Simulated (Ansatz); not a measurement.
**Al2Cu: density, localisation and related maps**

Input

```
crystal:
  lattice:
    - [-2.0013616276, 2.0013616276, 2.7690488777]
    - [2.0013616276, -2.0013616276, 2.7690488777]
    - [2.0546858318, 2.0546858318, -2.7690488777]
  atoms:
    - { symbol: Al, position: [0.75, 0.25, 0.5] }
    - { symbol: Al, position: [0.25, 0.75, 0.5] }
    - { symbol: Cu, position: [0.5, 0.5, 0.0] }
basis:
  ecutwfc: 520.0
kpoints:
  mp_grid: { grid: [14, 14, 14] }
hamiltonian:
  xc: lda
  pseudopotentials: { kind: paw, azcp: { folder: soft_1 } }
scf:
  occupations: { method: gaussian, width: 0.15 }
output:
  forces: true
  stress: true
  eigenvalues: true
  write_density: true
  write_potential: true
  elf: true
  volumetric_format: npy
```

Run with:

```sh
ansatz run input.yaml --threads 2 --pin off --max-ram 4096MiB --backend cpu --events-out ev --progress --plain --runs-dir out
```

Below, planes, directions and counts refer to the conventional cell (a = 5.54 Å, b = 5.66 Å, c = 5.81 Å, α = 90.00°, β = 90.00°, γ = 90.00°).

Space group Fmmm; a point of a scan over the structure, not its minimum; a structure from a database of computed crystals, not necessarily the ambient phase; changed on purpose from its base cell (strain +e along x and -e along y -0.0133, strain +e along z and -e/2 along x and y -0.0233); computed without spin polarisation; PAW files of the earlier set (soft_1).

The calculation used DFT LDA, scalar-relativistic, plane waves, PAW in Ansatz.

Core electrons are frozen (PAW), and the valence fields are smoothed inside the atomic spheres.

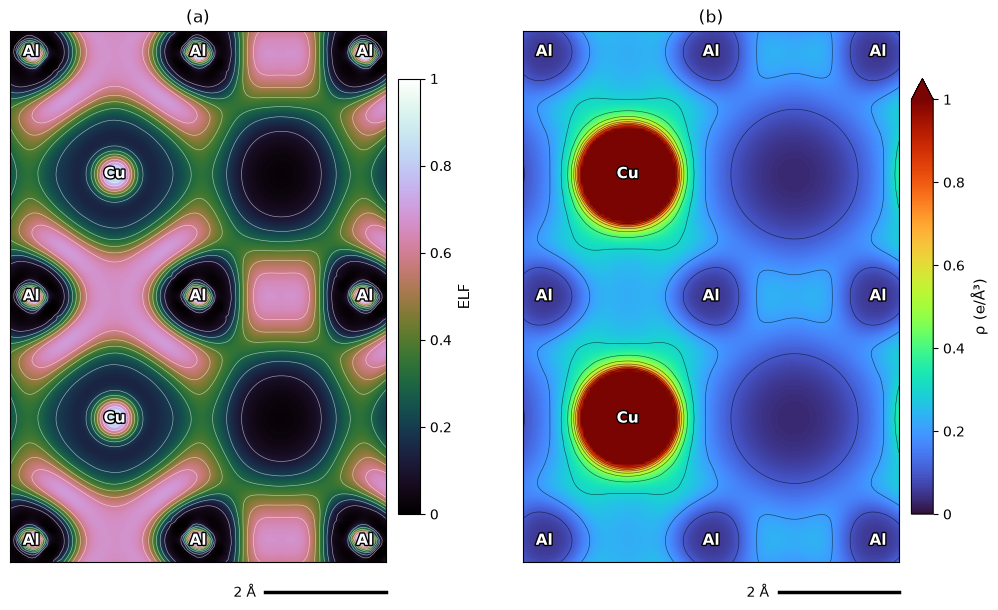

Figure 1. (a) electron localisation function; (b) valence pseudo-density on the (011̄) plane of the conventional cell.

### Read the bonding off the picture.

The plane passes through Al and Cu nuclei.
Al–Cu (2.46 Å): ρ is about 0.34 e/Å³ halfway; the ELF peaks at about 0.70 between the atoms.
Al–Al (2.77 Å): the density is about 0.23 e/Å³ at the midpoint; the ELF peaks at about 0.65 between the atoms.
Between the atoms the lowest density in this plane is 0.03 e/Å³.
The features right at Cu lie inside the PAW spheres, where the map follows smoothed inner orbitals and isn't to be read closely.

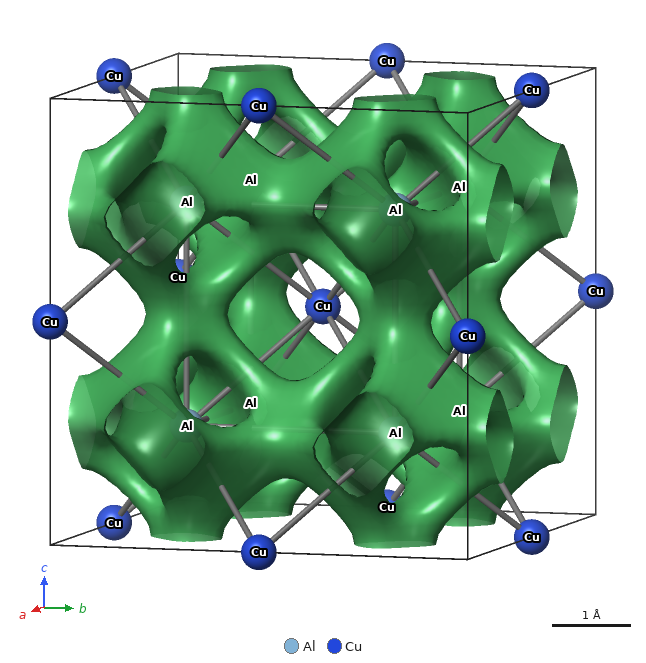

Figure 2. Isosurface of the electron localisation function at 0.55 (green), seen slightly off an axis. Core shells and regions of very low density are left out. Sticks mark near contacts.

### Identify the bonds, lone pairs and shells in this picture.

The ELF exceeds this value in one network that runs through the whole crystal, counted in one cell of 12 atoms. Regions shared between cells count once.

### Does the calculation make it a metal, or give it a gap?

It is metallic or semimetallic at this level of theory: no gap opens.
